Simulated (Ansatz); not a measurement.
**Energy of C along an even scaling of the cell**

System: C (P6₃/mmc, 2 atoms in the cell).
Method: DFT, BLYP, plane waves (420 eV) with PAW, scalar-relativistic, no spin polarisation (Ansatz 0.2.0).

The 5 runs differ only in the geometry, by an even scaling of the cell at fixed fractional positions.

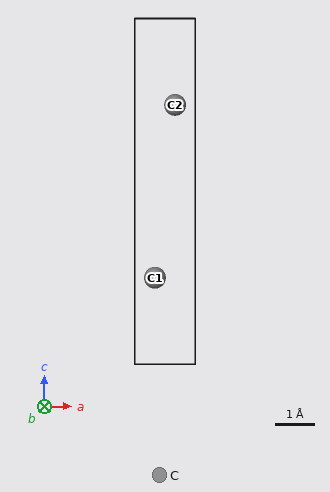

Figure 1. The structure of run 3 (ball-and-stick view of the cell of the calculation, along the b axis; atoms are numbered from 1 in the order of the input).

## Input of run 3
```yaml
crystal:
  lattice:
    - [1.8043413712, 0.0, 0.0]
    - [-0.9021706856, 1.5626054646, 0.0]
    - [0.0, 0.0, 8.9261100627]
  atoms:
    - { symbol: C, position: [0.3333333333, 0.6666666667, 0.25] }
    - { symbol: C, position: [0.6666666667, 0.3333333333, 0.75] }
hamiltonian:
  xc: blyp
  pseudopotentials:
    kind: paw
    azcp:
      C: "pseudopotentials/C.paw.azcp"
basis:
  ecutwfc: 420
  fft_grid_basis: typed
kpoints:
  mp_grid: { grid: [22, 22, 4], shift: [0, 0, 0] }
magnetization:
  spin_polarized: false
scf:
  occupations: { method: fermi_dirac, width: 0.1 }
  lower_state_search: "off"
output:
  stress: true
```

Run 4 differs from it as follows:
```diff
-    - [1.8043413712, 0.0, 0.0]
-    - [-0.9021706856, 1.5626054646, 0.0]
-    - [0.0, 0.0, 8.9261100627]
+    - [1.828085428, 0.0, 0.0]
+    - [-0.914042714, 1.5831684209, 0.0]
+    - [0.0, 0.0, 9.0435723496]
```

## Results, with one run withheld

```csv
run,volume per atom (Å³),"free energy per atom, from the lowest run given (meV)",pressure (GPa)
1,11.073,18.21,5.85
2,12.080,0.00,0.49
3,12.583,0.35,−0.69
4,13.087,?,?
5,14.093,25.43,−4.36
```

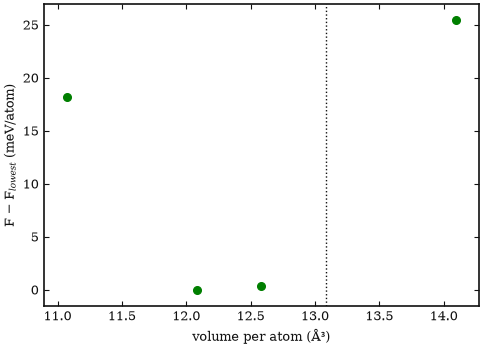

Figure 2. Free energy per atom of the runs given; the dotted line marks run 4.

What should run 4 give?

A quadratic polynomial in V^(−2/3) (the Birch–Murnaghan form), fitted to the 4 runs given, misses them by at most 0.09 meV per atom. With x = V^(−2/3) − 0.18687 Å⁻², it reads F = −0.42102 − 138.02 x + 99082 x² (meV per atom). At run 4 it gives 5.10 meV per atom, and the run itself gives 4.45. The slope of the fit gives a pressure −dF/dV of −2.18 GPa there, and the run prints −1.99 GPa. The two needn't agree exactly: the fit is approximate, and the printed stress is taken on a finite basis. The fit has its minimum at 12.310 Å³ per atom, where V d²F/dV² gives 40.3 GPa. Cell shape and fractional positions are held, so this is the stiffness under even scaling; the relaxed bulk modulus wasn't computed. So low a polynomial doesn't follow these energies more closely.

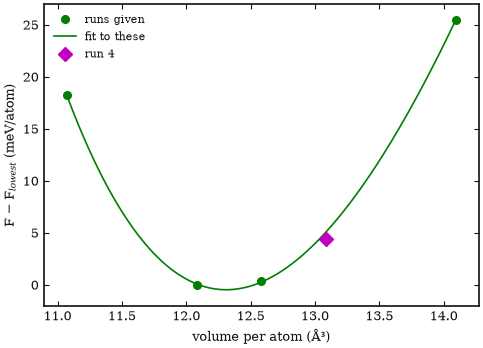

Figure 3. The fit and the withheld run.

## Output, shortened to warnings, some set-up lines, iterations and results (run 4)
```
Basis set: ecut = 420 eV, 445 PW (Γ), exchange–correlation on 30×30×128 points (8 copies of the dense FFT grid, shifted against one another)
Symmetry: 24 space group operations
k-points: 156 of 1936
Initial density: superposition of atomic densities (neutral atoms: chi_scale 0, normalization atom), corrected by the library's trained network
[...]
SCF iter   1: F=—  HF=-495.293170 eV  |F-HF|=—  |Δ(HF+E_count)|=         —  Δρ=1.08e-2  dr2=2.10e-2  ethr=1.77e-3  ⟨swp⟩=5.1  Hψ=8463  notcnv=0
SCF iter   2: F=—  HF=-495.285195 eV  |F-HF|=—  |Δ(HF+E_count)|=   7.97e-3  Δρ=1.73e-3  dr2=2.34e-4  ethr=2.62e-4  ⟨swp⟩=2.9  Hψ=3655  notcnv=0
SCF iter   3: F=—  HF=-495.285567 eV  |F-HF|=—  |Δ(HF+E_count)|=   3.72e-4  Δρ=2.62e-4  dr2=1.19e-5  ethr=2.92e-6  ⟨swp⟩=2.6  Hψ=2078  notcnv=0
SCF iter   4: F=—  HF=-495.285662 eV  |F-HF|=—  |Δ(HF+E_count)|=   9.43e-5  Δρ=8.39e-5  dr2=1.27e-6  ethr=1.48e-7  ⟨swp⟩=2.5  Hψ=1929  notcnv=0
SCF iter   5: F=-495.285662 eV  HF=-495.285662 eV  |F-HF|=1.78e-8  |Δ(HF+E_count)|=   5.74e-7  Δρ=1.41e-5  dr2=2.92e-8  ethr=1.59e-8  ⟨swp⟩=2.2  Hψ=1811  notcnv=0
SCF iter   6: F=-495.285662 eV  HF=-495.285662 eV  |F-HF|=2.26e-10  |Δ(HF+E_count)|=   2.57e-8  Δρ=1.52e-6  dr2=2.63e-10  ethr=3.65e-10  ⟨swp⟩=2.1  Hψ=4375  notcnv=0
SCF 1 converged in 6 iterations: F = -495.285662 eV  dr2 = 2.63e-10
SCF converged after 6 iterations
Free energy (F): -495.285662 eV
Harris-Foulkes:  -495.285662 eV  (|F-HF|=2.26e-10)
Internal energy: -495.253659 eV  (E = F + TS)
E sigma→0 (E₀):  -495.269661 eV
Entropy (-TS):   -0.032003 eV (-16.001 meV/atom)
Fermi energy:    3.705229 eV
--- Per-component energies (eV) ---
  E_band       = -31.829278
  E_kinetic    = 162.862495
  E_local      = -413.164388  (includes V_loc(G=0)·N_el)
  E_nonlocal   = 57.250985
  E_hartree    = 141.427044
  E_xc         = -90.418774
  E_vxc        = -111.304752  (∫ρ·V_xc dr)
  E_paw        = -199.147671  (= ΣΔE_a)
  E_vpaw       = -10.327466  (= ΣTr[D̂ρ^β])
  E_aug_tail   = 0.000006  (compensation charges beyond the density's cutoff)
  E_ewald      = -154.066665
  E_core_change = 0.003309  (= ΣΔE_core)
  E_smearing   = -0.032003  (= −TS)
  E_closure    = 0.000000  (closes the sum)
  Σ components = -495.285662   (vs F -495.285662, Δ=0.00e0)
--- Stress (GPa, compression-positive) ---
       -3.140099      -0.000000       0.000000
       -0.000000      -3.140099      -0.000000
        0.000000      -0.000000       0.307512
  P = ⅓ Tr σ = -1.9909 GPa (-19.909 kbar)
```
